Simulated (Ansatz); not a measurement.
System: W.

```cif
data_structure
_symmetry_space_group_name_H-M 'P 1'
_symmetry_Int_Tables_number 1
_cell_length_a 3.9725
_cell_length_b 3.9725
_cell_length_c 3.9725
_cell_angle_alpha 90.000
_cell_angle_beta 90.000
_cell_angle_gamma 90.000
_cell_volume 62.69
loop_
_atom_site_label
_atom_site_type_symbol
_atom_site_fract_x
_atom_site_fract_y
_atom_site_fract_z
_atom_site_occupancy
W1 W 0.00000 0.76017 0.25000 1
W2 W 0.50000 0.26017 0.25000 1
W3 W 0.00000 0.23983 0.75000 1
W4 W 0.50000 0.73983 0.75000 1
```

Space group Cmcm.

These are results of DFT LDA, scalar-relativistic, plane waves, PAW in Ansatz 0.2.0, not measurements.

Predict the valence pseudo-density and electron localisation function between the atoms.

W–W (2.75 Å): ρ is about 0.41 e/Å³ halfway; the ELF is about 0.35 at the midpoint.
W–W (2.87 Å): ρ is about 0.34 e/Å³ halfway; the ELF is about 0.35 at the midpoint.

Metal or insulator at this level of theory?

It is metallic or semimetallic at this level of theory: no gap opens.

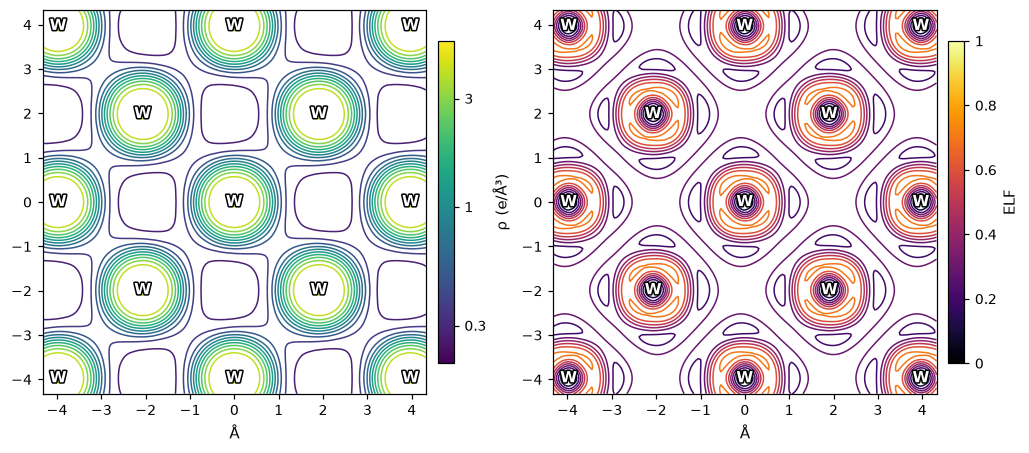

Computed valence pseudo-density and electron localisation function on the (100) plane of the conventional cell, in this order. 

Core electrons are frozen (PAW), and the valence fields are smoothed inside the atomic spheres.
